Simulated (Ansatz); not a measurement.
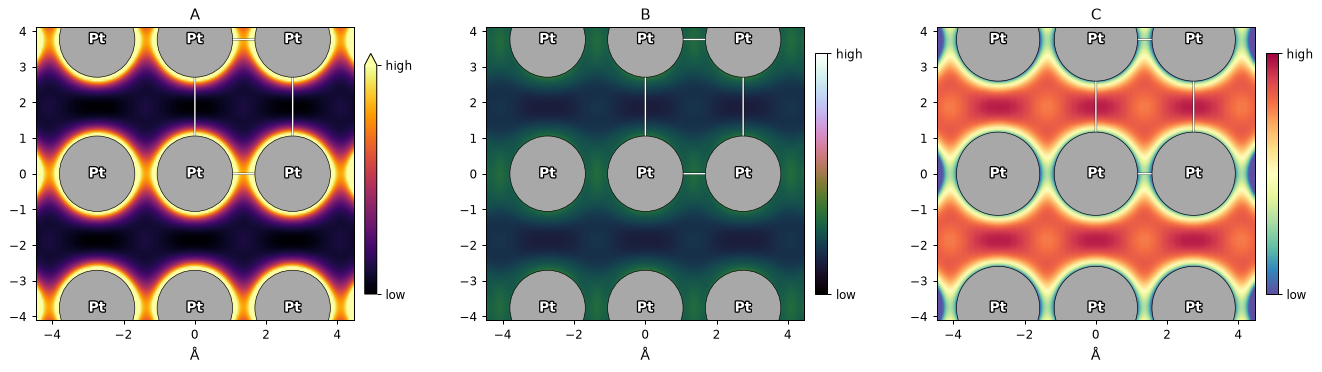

Pt: 3 fields on the (010) plane of the conventional cell, with unlabelled colour scales. Grey discs cover the atomic cores.

Space group Cmcm; set up as Pt, beta-Sn type; a generated structure, not necessarily the stable one; changed on purpose from its base cell (volume × 1.08); computed pressure about −17 GPa in this cell.

The calculation used DFT, LDA (PW92), plane waves (420 eV) with PAW, scalar-relativistic (Ansatz).

> Which field does each panel show? The fields are: electron localisation function, electrostatic potential energy of an electron and valence pseudo-density.

Panel A: valence pseudo-density. Panel B: electron localisation function. Panel C: electrostatic potential energy of an electron (low next to the atoms, rising into the space between them). From the grid: Pt–Pt (2.74 Å): the density is about 0.4 e/Å³ at the midpoint; the ELF is about 0.30 at the midpoint; no shared electron pair shows on this line.
